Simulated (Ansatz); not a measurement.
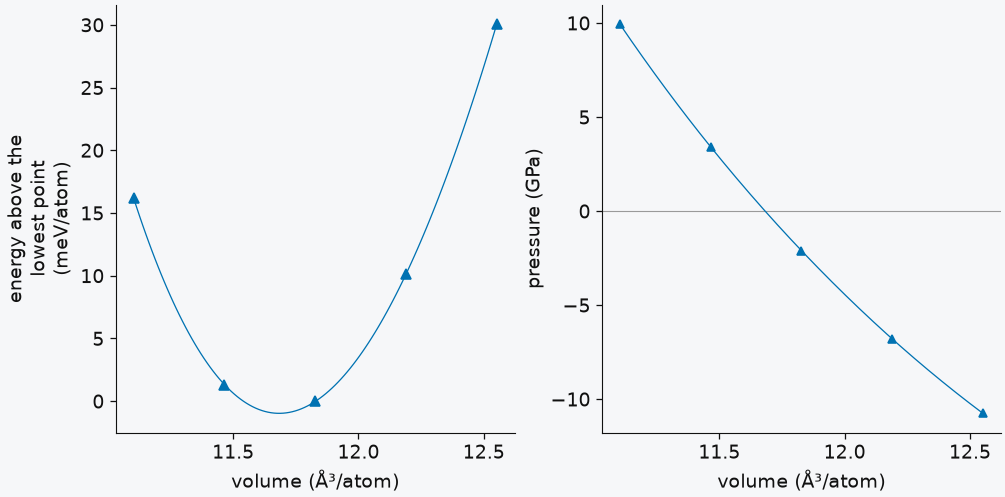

The plot gives the computed energy above the lowest point and pressure against volume for AlNi, space group Pm-3m (No. 221) (one of a set of cubic test structures, which need not be the stable phase).

Computed with Ansatz 0.2.0 development build: equation of state of a cubic crystal from periodic Kohn-Sham density functional theory without spin, third-order Birch-Murnaghan fit to the free energies; pressure corrected for the finite basis. Level: HSE06.

| setting | value |
| --- | --- |
| structure type | CsCl |
| atoms in cell | 2 |
| space group number | 221 |
| lattice centring | simple cubic |
| k mesh | 4×4×4 |
| occupation method | Fermi–Dirac |
| occupation width | 0.1 eV |
| wave cutoff | 420 eV |
| datasets | soft-1 PAW |
| density tolerance | 0 eV |
| bands | 15 |
| density cutoff ratio | 4 |
| search for lower states | default |
| exchange singularity | Wigner-Seitz |

### Give the fitted equation-of-state parameters.

A third-order Birch–Murnaghan fit gives V0 = 11.68 Å³/atom, B0 = 175 GPa and B′ = 4.2.

### How does the pressure vary with volume?

It falls from 9.9 GPa at volume 11.10 Å³/atom to −10.8 GPa at 12.55 Å³/atom, and changes sign near 11.69 Å³/atom.

Keep in mind: coarse k-mesh, values are not converged in k; run without spin, though Ni often carries a moment.
